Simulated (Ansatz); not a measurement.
## BeZn2P2 (built on the sites of a database entry of CaZn2P2): following an unstable mode

Wanted: the energy along a soft mode of BeZn2P2 (built on the sites of a database entry of CaZn2P2) and the structure at the end.

Calculated with Ansatz 0.2.0; DFT PBEsol, scalar-relativistic, plane waves, PAW.

The structure was built from a prototype and need not be the compound's stable phase.

## 1. The starting structure

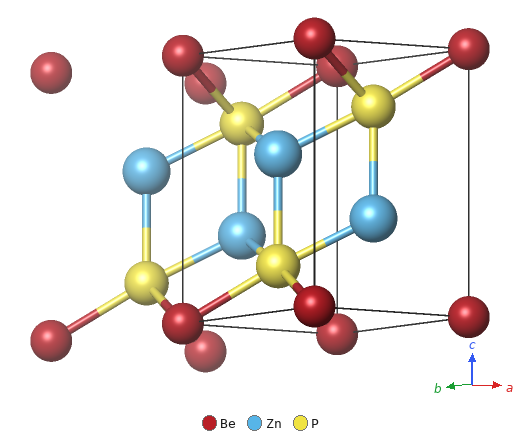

The starting structure, seen from a free direction (beryllium red, zinc blue, phosphorus yellow). 1×2×1 cells are drawn. Bonds to atoms that aren't drawn are left out. Some periodic images of atoms are drawn too.

## 2. Phonons on a q mesh

The cell comes from relaxations at this level that are not shown. Stability and thermal properties need the whole zone. Linear response on a 3×3×2 q mesh gives force constants as far as a supercell of that size would.

The input, input.yaml:

```yaml
crystal:
  lattice:
    - [3.731617109, -3.0516e-06, 0.0]
    - [-1.8658059118, 3.2316767394, 0.0]
    - [0.0, 0.0, 6.088534036]
  atoms:
    - { symbol: Be, position: [0.0, 0.0, 0.0] }
    - { symbol: Zn, position: [0.3333333333, 0.6666666667, 0.6240103121] }
    - { symbol: Zn, position: [0.6666666667, 0.3333333333, 0.3759896879] }
    - { symbol: P, position: [0.3333333333, 0.6666666667, 0.2069338201] }
    - { symbol: P, position: [0.6666666667, 0.3333333333, 0.7930661799] }
kpoints:
  mp_grid: { grid: [12, 12, 6] }
hamiltonian:
  xc: pbesol
scf:
  occupations: { method: methfessel_paxton, width: 0.2 }
output:
  eigenvalues: true
phonons:
  method: dfpt
  qmesh: [3, 3, 2]
  temperatures: { t_max: 1000, t_step: 50 }
  qpath:
    path:
      - [[0.0, 0.0, 0.0], [0.5, 0.0, 0.0], [0.33333333, 0.33333333, 0.0], [0.0, 0.0, 0.0], [0.0, 0.0, 0.5], [0.5, 0.0, 0.5], [0.33333333, 0.33333333, 0.5], [0.0, 0.0, 0.5]]
      - [[0.5, 0.0, 0.5], [0.5, 0.0, 0.0]]
      - [[0.33333333, 0.33333333, 0.5], [0.33333333, 0.33333333, 0.0]]
    npoints: 10
```

The run is started by

```
$ ansatz run input.yaml --threads 8 --pin off --max-ram 14336MiB --backend cpu --events-out ev --progress --plain --runs-dir out
```

Numbers of over 12 decimals in the logs are rounded to 6 here.

Output:

```text
Warning: phonons: the dynamical matrix that this run interpolates holds no multipole term above the dipole-dipole one, and a site of this crystal is no centre of inversion, so its interpolated transverse optical and acoustic branches and sound speeds can stay off near Gamma, and the density of states and the thermodynamics with them. What a run solves at a wave vector of phonons.qpoints, Gamma apart, where the deck admits one, is free of this, and under fd what a larger phonons.supercell samples
Engine: ansatz 0.2.0, x86_64-unknown-linux-gnu
Pseudopotentials: kind: paw
Pseudopotential: Be, paw, valence charge 2, recommended cutoff 420 eV (normal), Be.paw.azcp
Pseudopotential: Zn, paw, valence charge 12, recommended cutoff 420 eV (normal), Zn.paw.azcp
Pseudopotential: P, paw, valence charge 5, recommended cutoff 420 eV (normal), P.paw.azcp
Functional definition: PBEsol
  exchange = pbesol_x
  correlation = pbesol_c
Crystal: 5 atoms, lattice volume = 73.424 Å³
Basis set: ecut = 420 eV, 1437 PW (Γ), exchange–correlation on 50×50×90 points (8 copies of the dense FFT grid, shifted against one another)
Bands: 23, of which v1, the nominal top of the filled ones, is band 18 counted from 1 (17 counted from 0)
Symmetry: 12 space group operations
k-points: 100 of 864
Non-local potential: Be, projectors of the file, l = 0: 2, l = 1: 2, l = 2: 1
Non-local potential: Zn, projectors of the file, l = 0: 2, l = 1: 2, l = 2: 3, l = 3: 1
Non-local potential: P, projectors of the file, l = 0: 2, l = 1: 2, l = 2: 2
PAW form: soft (Blöchl's): semilocal exchange-correlation on the pseudo side does not see the compensation charge
PAW frozen core: Be, regenerated for the run's functional, and the local potential with it (the file was generated under x = pbe(κ = 0.804, μ = 0.219515), c = pbe(β = 0.066725))
PAW frozen core: Zn, regenerated for the run's functional, and the local potential with it (the file was generated under x = pbe(κ = 0.804, μ = 0.219515), c = pbe(β = 0.066725))
PAW frozen core: P, regenerated for the run's functional, and the local potential with it (the file was generated under x = pbe(κ = 0.804, μ = 0.219515), c = pbe(β = 0.066725))
PAW one-centre angular grid: Be, 110 points (default); XC on 64 Gauss nodes
PAW one-centre angular grid: Zn, 590 points (default); XC on 64 Gauss nodes
PAW one-centre angular grid: P, 110 points (default); XC on 64 Gauss nodes
Initial density: superposition of atomic densities (neutral atoms: chi_scale 0, normalization atom), corrected by the library's trained network
Initial wavefunctions: pseudopotential atomic-orbital guess
Functional: x = pbesol(κ = 0.804, μ = 0.123457), c = pbesol(β = 0.046)
SCF iter   1: F=—  HF=-8132.092537 eV  |F-HF|=—  |Δ(HF+E_count)|=         —  Δρ=4.07e-3  dr2=1.05e-2  ethr=1.77e-3  ⟨swp⟩=6.2  Hψ=12386  notcnv=0
preconditioner: auto → Kerker (q_TF=auto, 2.423 Å⁻¹)  [metal: Δε(μ)=0.069 eV  Ē_g=9.683 eV  σ=0.200 eV  W_gap=0.28  n_scr=22 (ndim 8)  ℏωp=26.0 eV  f_vac=0.000  D(μ)=0.67/eV (n_scr^D=2)]
SCF iter   2: F=—  HF=-8132.090366 eV  |F-HF|=—  |Δ(HF+E_count)|=   2.17e-3  S|Δr|=    0.00e0  Δρ=1.75e-3  dr2=3.30e-3  ethr=2.92e-5  ⟨swp⟩=2.0  Hψ=4452  notcnv=0
SCF iter   3: F=—  HF=-8132.089721 eV  |F-HF|=—  |Δ(HF+E_count)|=   6.45e-4  S|Δr|=    0.00e0  Δρ=1.25e-3  dr2=1.29e-3  ethr=9.16e-6  ⟨swp⟩=2.4  Hψ=3954  notcnv=0
SCF iter   4: F=—  HF=-8132.089417 eV  |F-HF|=—  |Δ(HF+E_count)|=   3.04e-4  S|Δr|=    0.00e0  Δρ=3.33e-4  dr2=8.00e-5  ethr=3.58e-6  ⟨swp⟩=2.2  Hψ=3848  notcnv=0
SCF iter   5: F=—  HF=-8132.089414 eV  |F-HF|=—  |Δ(HF+E_count)|=   3.20e-6  S|Δr|=    0.00e0  Δρ=1.18e-4  dr2=1.56e-5  ethr=2.22e-7  ⟨swp⟩=2.8  Hψ=4168  notcnv=0
SCF iter   6: F=—  HF=-8132.089416 eV  |F-HF|=—  |Δ(HF+E_count)|=   2.30e-6  S|Δr|=    0.00e0  Δρ=2.82e-5  dr2=9.23e-7  ethr=4.35e-8  ⟨swp⟩=2.4  Hψ=4092  notcnv=0
SCF iter   7: F=—  HF=-8132.089416 eV  |F-HF|=—  |Δ(HF+E_count)|=   1.39e-7  S|Δr|=    0.00e0  Δρ=1.30e-5  dr2=1.97e-7  ethr=2.56e-9  ⟨swp⟩=2.3  Hψ=3988  notcnv=0
SCF iter   8: F=—  HF=-8132.089416 eV  |F-HF|=—  |Δ(HF+E_count)|=   1.04e-9  S|Δr|=    0.00e0  Δρ=3.87e-6  dr2=9.26e-9  ethr=5.47e-10  ⟨swp⟩=2.4  Hψ=3955  notcnv=0
SCF iter   9: F=—  HF=-8132.089416 eV  |F-HF|=—  |Δ(HF+E_count)|=   2.94e-9  S|Δr|=    0.00e0  Δρ=1.58e-6  dr2=2.38e-9  ethr=2.57e-11  ⟨swp⟩=2.2  Hψ=3944  notcnv=0
SCF iter  10: F=—  HF=-8132.089416 eV  |F-HF|=—  |Δ(HF+E_count)|=  4.51e-10  S|Δr|=    0.00e0  Δρ=1.72e-7  dr2=4.96e-11  ethr=6.60e-12  ⟨swp⟩=2.1  Hψ=3641  notcnv=0
SCF iter  11: F=-8132.089416 eV  HF=-8132.089416 eV  |F-HF|=1.82e-12  |Δ(HF+E_count)|=  1.82e-12  S|Δr|=    0.00e0  Δρ=4.17e-8  dr2=1.39e-12  ethr=1.00e-12  ⟨swp⟩=9.3  Hψ=12529  notcnv=0
SCF 1 converged in 11 iterations: F = -8132.089416 eV  dr2 = 1.39e-12
  greatest PAW one-centre occupation: 0.982 electrons in one spin orbital (limit 2), on the Zn atom at site 2 (counted from 0), in its partial waves of l = 2
Initial density: read from a saved state, or passed on in memory by an earlier SCF of this step, an earlier step, the calling program or the single point that the run made first
iter 1 solved again at ethr=1.01e-6 eV; its pass at ethr=3.10e-3 eV (dr2=3.64e-4 eV) is discarded
SCF iter   1: F=—  HF=-8132.089416 eV  |F-HF|=—  |Δ(HF+E_count)|=         —  Δρ=1.34e-6  dr2=1.45e-9  ethr=1.01e-6  ⟨swp⟩=2.9  Hψ=17981  notcnv=0
eigensolver tolerance schedule: the retry pair's looser diagonalisation over-reported the residual by 250622.81 of it (diagonalisation noise at an unbounded share of the residual, at the tolerance the schedule requests for it); recorded, not acted on — ethr = c·dr2/N_el stays at c = 1.0e-1
preconditioner: auto → Kerker (q_TF=auto, 2.423 Å⁻¹)  [metal: Δε(μ)=0.004 eV  Ē_g=9.711 eV  σ=0.200 eV  W_gap=0.02  n_scr=22 (ndim 8)  ℏωp=26.0 eV  f_vac=0.000  D(μ)=0.66/eV (n_scr^D=2)]
SCF iter   2: F=—  HF=-8132.089416 eV  |F-HF|=—  |Δ(HF+E_count)|=   5.83e-7  S|Δr|=    0.00e0  Δρ=5.98e-7  dr2=2.59e-10  ethr=4.04e-12  ⟨swp⟩=3.8  Hψ=6268  notcnv=0
SCF iter   3: F=—  HF=-8132.089416 eV  |F-HF|=—  |Δ(HF+E_count)|=  4.55e-11  S|Δr|=    0.00e0  Δρ=3.91e-7  dr2=1.25e-10  ethr=1.00e-12  ⟨swp⟩=1.0  Hψ=2300  notcnv=0
SCF iter   4: F=—  HF=-8132.089416 eV  |F-HF|=—  |Δ(HF+E_count)|=  1.09e-11  S|Δr|=    0.00e0  Δρ=3.08e-7  dr2=7.56e-11  ethr=1.00e-12  ⟨swp⟩=1.0  Hψ=2302  notcnv=0
SCF iter   5: F=—  HF=-8132.089416 eV  |F-HF|=—  |Δ(HF+E_count)|=  1.36e-11  S|Δr|=    0.00e0  Δρ=1.94e-7  dr2=3.15e-11  ethr=1.00e-12  ⟨swp⟩=1.0  Hψ=2305  notcnv=0
SCF iter   6: F=—  HF=-8132.089416 eV  |F-HF|=—  |Δ(HF+E_count)|=  6.37e-12  S|Δr|=    0.00e0  Δρ=1.45e-7  dr2=1.75e-11  ethr=1.00e-12  ⟨swp⟩=1.1  Hψ=2308  notcnv=0
SCF iter   7: F=-8132.089416 eV  HF=-8132.089416 eV  |F-HF|=2.73e-12  |Δ(HF+E_count)|=  3.64e-12  S|Δr|=    0.00e0  Δρ=1.03e-7  dr2=9.41e-12  ethr=1.00e-12  ⟨swp⟩=4.3  Hψ=5917  notcnv=0
SCF 2 converged in 7 iterations: F = -8132.089416 eV  dr2 = 9.41e-12
phonons: the bands overlap, so this run is a metal and interpolates without the dipole-dipole term. If the crystal is really an insulator or semiconductor, its LO-TO splitting is missing
NSCF: frozen V_eff on 100 k-points
NSCF: frozen V_eff on 436 k-points
DFPT response loops at q = (0, 0, 0) (fractional): preconditioner auto → Kerker (q_TF=auto, 2.423 Å⁻¹) (partly filled bands, converged f_vac=0.000); β = 1.00, the filter's whole step (`scf.mixing.beta` (0.50) is not read by the response loops under this deck's `scf.mixing.preconditioner`; to damp them name `kerker` or `kerker_dos`, under which they read `scf.mixing.beta`, and type it under 1.00, their step now; both keys bind the ground state too); Broyden in place of MSR1
NSCF: frozen V_eff on 872 k-points
DFPT response loops at q = (0, 0, -0.5) (fractional): mixed as the last ones told, above
NSCF: frozen V_eff on 1728 k-points
DFPT response loops at q = (0, 0.333333, 0) (fractional): mixed as the last ones told, above
NSCF: frozen V_eff on 1728 k-points
DFPT response loops at q = (0, 0.333333, -0.5) (fractional): mixed as the last ones told, above
NSCF: frozen V_eff on 1728 k-points
DFPT response loops at q = (0.333333, 0.333333, 0) (fractional): mixed as the last ones told, above
NSCF: frozen V_eff on 1728 k-points
DFPT response loops at q = (0.333333, 0.333333, -0.5) (fractional): mixed as the last ones told, above
SCF converged after 11 iterations
Stability not checked: this state was not tested for a lower state beside it, because cold or Methfessel-Paxton smearing, or corrected tetrahedra, fill the levels in a way that the test cannot read (fill_not_monotonic; see scf.lower_state_search)
Free energy (F): -8132.089416 eV
Harris-Foulkes:  -8132.089416 eV  (|F-HF|=1.82e-12)
Internal energy: -8132.089877 eV  (E = F + TS)
E sigma→0 (E₀):  -8132.089531 eV
Entropy (-TS):   0.000461 eV (0.092 meV/atom)
Fermi energy:    9.385720 eV
--- Per-component energies (eV) ---
  E_band       = 96.751913
  E_kinetic    = 422.710760
  E_local      = -4113.881133  (includes V_loc(G=0)·N_el)
  E_nonlocal   = 1297.844715
  E_hartree    = 1769.744729
  E_xc         = -414.791818
  E_vxc        = -249.628203  (∫ρ·V_xc dr)
  E_paw        = -4741.839695  (= ΣΔE_a)
  E_vpaw       = -799.782873  (= ΣTr[D̂ρ^β])
  E_aug_tail   = -0.000731  (compensation charges beyond the density's cutoff)
  E_ewald      = -2353.573137
  E_core_change = 1.696433  (= ΣΔE_core)
  E_smearing   = 0.000461  (= −TS)
  E_closure    = -0.000000  (closes the sum)
  Σ components = -8132.089416   (vs F -8132.089416, Δ=0.00e0)
--- Band table (eV; the first three rows and the last of 100) ---
  k-point 0: bands = [... 14 lower, 8.4613, 9.1099, 9.1099, 9.5089, 11.1731, 11.2268, 12.5741, 12.5741, ... 1 higher]
  k-point 1: bands = [... 14 lower, 8.5202, 8.5840, 9.1070, 9.1070, 11.1424, 11.9942, 12.2210, 12.2210, ... 1 higher]
  k-point 2: bands = [... 14 lower, 8.6611, 8.6611, 9.0875, 9.0875, 11.2873, 11.7065, 11.7065, 12.3300, ... 1 higher]
  k-point 99: bands = [... 14 lower, 4.3955, 4.4395, 8.0183, 8.0183, 10.8648, 10.8648, 11.9889, 12.6683, ... 1 higher]
--- Phonons (Γ-DFPT): 6 representative perturbations + reference (Σ response iterations 22) ---
  ASR residual: 1.072e-4 → 0.000e0 eV/Å²; symmetrization residual: 7.310e-6 eV/Å²
  ASR residual per site (eV/Å²): 1.07e-4 1.01e-5 1.01e-5 1.10e-5 1.10e-5
  Γ frequencies (cm⁻¹): -153.88 -153.88 0.00 0.00 0.00 92.89 92.89 106.98 162.90 220.71 220.71 225.79 225.79 285.65 294.72
--- Phonons (arbitrary-q DFPT): 6 irreducible q on the 3×3×2 mesh ---
  q = [0.0000, 0.0000, 0.0000] (star 1, of the zone-centre solve; hermiticity 1.26e-6, symmetrization 6.29e-7): -153.88 -153.88 -0.00 -0.00 0.00 92.89 92.89 106.98 162.90 220.71 220.71 225.79 225.79 285.65 294.72
  q = [0.0000, 0.0000, -0.5000] (star 1, 6 solved perturbations in 1608 linear systems a pass and spin channel, the states on 436 of 864 k-point pairs; hermiticity 2.93e-7, symmetrization 8.68e-7): -107.23 -107.23 -48.74 -48.74 118.41 118.41 126.71 156.70 189.70 189.70 231.01 243.63 243.63 288.61 311.27
  q = [0.0000, 0.3333, 0.0000] (star 6, 9 solved perturbations in 6588 linear systems a pass and spin channel, the states on 864 of 864 k-point pairs; hermiticity 4.65e-7, symmetrization 1.10e-6): -138.11 -83.97 -38.72 72.80 112.09 116.09 116.27 135.46 194.18 219.86 243.43 250.27 266.72 289.72 317.80
  q = [0.0000, 0.3333, -0.5000] (star 6, 9 solved perturbations in 6588 linear systems a pass and spin channel, the states on 864 of 864 k-point pairs; hermiticity 4.93e-7, symmetrization 6.65e-7): -118.57 -106.15 -58.50 65.38 72.73 115.22 133.03 149.45 151.50 207.56 238.68 252.13 285.50 291.23 310.20
  q = [0.3333, 0.3333, 0.0000] (star 2, 6 solved perturbations in 3078 linear systems a pass and spin channel, the states on 864 of 864 k-point pairs; hermiticity 1.60e-6, symmetrization 1.51e-6): -150.25 -75.00 -75.00 79.23 109.70 109.70 141.48 141.48 154.63 249.04 252.17 252.17 288.76 288.76 310.61
  q = [0.3333, 0.3333, -0.5000] (star 2, 6 solved perturbations in 3078 linear systems a pass and spin channel, the states on 864 of 864 k-point pairs; hermiticity 1.45e-6, symmetrization 1.56e-6): -106.30 61.14 61.14 86.60 100.15 100.15 148.99 153.05 153.05 259.29 259.29 289.85 292.08 292.99 292.99
  sum rule: each row above includes the acoustic sum rule's correction from the zone centre's row sums; it moved no ω² by more than (1.80 cm⁻¹)²
  mesh force constants: q→R imaginary residual 1.80e-16; ASR residual 1.072e-4 → 0.000e0 eV/Å²; symmetrization residual 4.441e-15 eV/Å²
  interpolated dispersion: 93 rows × 15 modes
  density of states and harmonic sums: on the 21×21×10 q-mesh, interpolated from the force constants of a 3×3×2 supercell (no non-analytic term)
  largest difference from the sums on the solved wave vectors: F 1.28e-1 eV, S 1.70e-4 and C_V 4.15e-5 eV/K
  zero-point energy: 0.144249 eV/cell   skipped modes (ω ≤ 0): 1101, of them read as no rigid motion or as one in doubt: 1098 (2.465e0 modes/cell left out, lowest -153.99 cm⁻¹)   left out of the sums: 1.64e-1 of the cell's modes: C_V's classical limit lies that fraction below 3 k_B per atom; for a crystal, a wire or a layer, F and S can be off by more, and a phonons.interpolated_qmesh denser along its periods is the remedy for the sampling
```

It took 6.6 min on 8 threads of Intel Xeon Platinum 8488C (Sapphire Rapids), shared host; peak memory 3.7 GiB.

Reading the cycles: dr2 is the Hartree energy of the density residual (eV), the measure of convergence; HF is the Harris–Foulkes estimate of the energy, which meets the free energy F at convergence.

This step gave:

- volume per atom: 14.68 Å³
- gap on the k-mesh: 0 eV
- sum-rule residual before enforcement: 1.07e-4 eV/Å²
- lowest frequency on the path: -154.8 cm⁻¹
- point group: -3m
- highest frequency on the path or at a solved wavevector: 335.2 cm⁻¹
- highest optical mode at the zone centre (no LO-TO term): 294.7 cm⁻¹
- lowest optical zone-centre mode: -153.9 cm⁻¹
- lowest mode on the q mesh (acoustic modes at Γ apart): -153.9 cm⁻¹

Frequencies (cm⁻¹) solved at each irreducible wavevector; negative means imaginary. Frequencies by wavevector, by row:

```tsv
q in reciprocal lattice units	star	mode 1	mode 2	mode 3	mode 4	mode 13	mode 14	mode 15
0 0 0	1	-153.9	-153.9	0	0	225.8	285.6	294.7
0 0 -0.5	1	-107.2	-107.2	-48.7	-48.7	243.6	288.6	311.3
0 0.3333 0	6	-138.1	-84	-38.7	72.8	266.7	289.7	317.8
0 0.3333 -0.5	6	-118.6	-106.2	-58.5	65.4	285.5	291.2	310.2
0.3333 0.3333 0	2	-150.2	-75	-75	79.2	288.8	288.8	310.6
0.3333 0.3333 -0.5	2	-106.3	61.1	61.1	86.6	292.1	293	293
```

Interpolated from a 3×3×2 q mesh. Phonon branches along the path, in cm⁻¹:

```tsv
point	branch 1	branch 2	branch 3	branch 4	branch 12	branch 13	branch 14	branch 15
Γ	-154	-154	0	0	226	226	286	295
M	-146	-142	-67	86	250	273	327	332
K	-150	-75	-75	79	252	289	289	311
Γ	-154	-154	0	0	226	226	286	295
A	-107	-107	-49	-49	244	244	289	311
L	-155	-101	-56	79	252	300	320	321
H	-106	61	61	87	290	292	293	293
A	-107	-107	-49	-49	244	244	289	311
jump to L	-155	-101	-56	79	252	300	320	321
M	-146	-142	-67	86	250	273	327	332
jump to H	-106	61	61	87	290	292	293	293
K	-150	-75	-75	79	252	289	289	311
```

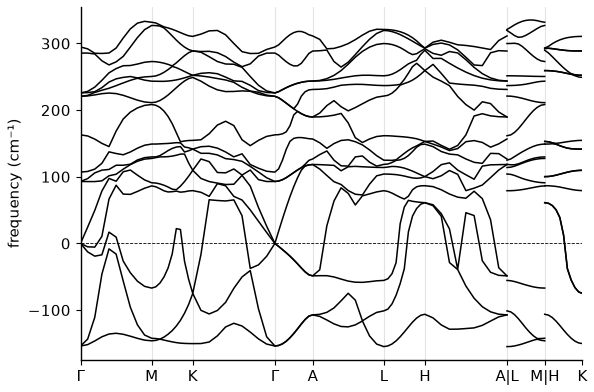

Phonon branches along the path.

Symmetry leaves 6 wavevectors to solve. The lowest mode among them, the acoustic zeros apart, lies at Γ and is imaginary, 153.9i cm⁻¹, so the energy falls along it.

## 3. The mode frozen in, largest atomic shift 0 Å

The mode followed lies at Γ with frequency 153.9i cm⁻¹ and is 2-fold degenerate, the softest among the wavevectors solved. At small amplitude the distorted cell has space group no. 8 by a symmetry search on the positions. The undistorted cell that holds it gives the zero of energy on the same k mesh.

input.yaml, the sections that differ from step 2:

```yaml
output:
  forces: true
  stress: true
  eigenvalues: true
# crystal, kpoints, hamiltonian, scf: as in step 2
# phonons: removed
```

Output:

```text
[...]
Crystal: 5 atoms, lattice volume = 73.424 Å³
Basis set: ecut = 420 eV, 1437 PW (Γ), exchange–correlation on 50×50×90 points (8 copies of the dense FFT grid, shifted against one another)
Bands: 23, of which v1, the nominal top of the filled ones, is band 18 counted from 1 (17 counted from 0)
Symmetry: 12 space group operations
[...]
k-points: 100 of 864
[...]
k-point 0: bands = [... 14 lower, 8.4613, 9.1099, 9.1099, 9.5089, 11.1731, 11.2267, 12.5741, 12.5741, ... 1 higher]
  k-point 1: bands = [... 14 lower, 8.5202, 8.5840, 9.1070, 9.1070, 11.1424, 11.9942, 12.2210, 12.2210, ... 1 higher]
  k-point 2: bands = [... 14 lower, 8.6611, 8.6611, 9.0875, 9.0875, 11.2874, 11.7065, 11.7065, 12.3300, ... 1 higher]
  k-point 99: bands = [... 14 lower, 4.3955, 4.4395, 8.0183, 8.0183, 10.8648, 10.8648, 11.9889, 12.6683, ... 1 higher]
[key lines of the parts left out:]
SCF converged after 8 iterations
Free energy (F): -8132.089416 eV
Fermi energy:    9.385726 eV
P = ⅓ Tr σ = 0.0038 GPa (0.038 kbar)
```

Wall time 1.3 s (8 threads); peak memory 0.56 GiB.

Numbers from this step:

```
pressure                         : 0.003848 GPa
energy from the undistorted cell : 0 meV/atom
```

The run ends at a pressure of 0.00 GPa, with forces up to 3.4e-4 eV/Å.

## 4. The mode frozen in, largest atomic shift 0.32 Å

The atoms are moved along the unstable eigenvector, the largest shift by 0.32 Å, with the cell fixed.

input.yaml, the sections that differ from step 3:

```yaml
crystal:
  lattice:
    - [3.731617109, -3.0516e-06, 0.0]
    - [-1.8658059118, 3.2316767394, 0.0]
    - [0.0, 0.0, 6.088534036]
  atoms:
    - { symbol: Be, position: [0.0990198516, 0.0495099258, 0.0] }
    - { symbol: Zn, position: [0.3327243678, 0.6663621839, 0.6240103121] }
    - { symbol: Zn, position: [0.6660577011, 0.3330288506, 0.3759896879] }
    - { symbol: P, position: [0.3202132496, 0.6601066248, 0.2069338201] }
    - { symbol: P, position: [0.6535465829, 0.3267732915, 0.7930661799] }
# kpoints, hamiltonian, scf, output: as in step 3
```

Output:

```text
[...]
Crystal: 5 atoms, lattice volume = 73.424 Å³
Basis set: ecut = 420 eV, 1437 PW (Γ), exchange–correlation on 50×50×90 points (8 copies of the dense FFT grid, shifted against one another)
Bands: 23, of which v1, the nominal top of the filled ones, is band 18 counted from 1 (17 counted from 0)
Symmetry: 2 space group operations
[...]
k-points: 242 of 864 (time reversal used)
[...]
k-point 0: bands = [... 14 lower, 8.1517, 9.3085, 9.3169, 9.4808, 11.1159, 11.2198, 12.5789, 12.6665, ... 1 higher]
  k-point 1: bands = [... 14 lower, 8.1871, 8.6249, 9.2778, 9.3344, 11.0698, 11.8685, 12.3570, 12.4784, ... 1 higher]
  k-point 2: bands = [... 14 lower, 8.3333, 8.4418, 9.1889, 9.2249, 11.1861, 11.8854, 11.9315, 12.4526, ... 1 higher]
  k-point 241: bands = [... 14 lower, 6.7240, 6.8410, 7.2699, 7.3875, 9.6988, 10.5316, 11.3700, 11.9666, ... 1 higher]
[key lines of the parts left out:]
SCF converged after 9 iterations
Free energy (F): -8132.112090 eV
Fermi energy:    9.371241 eV
P = ⅓ Tr σ = 1.3956 GPa (13.956 kbar)
```

Run time: 4.5 s. Hardware: 8 threads; peak memory 0.7 GiB.

Numbers from this step:

| Item | Value |
| --- | --- |
| pressure | 1.396 GPa |
| energy from the undistorted cell | -4.486 meV/atom |

The energy, extrapolated to zero smearing, is -4.49 meV/atom against the undistorted cell.

The run ends at a pressure of 1.40 GPa, with forces up to 0.47 eV/Å.

[end of part 1 of 3]

[Logs are printed without paths, hosts, clocks, repeated set-up lines and the standing remarks that a program may print on its own settings, such as how far it seeks lower states.]

[Hosts, paths, dates, database ids (printed as entryN), source tags and the programs' standing remarks are cut or masked in the printed files.]
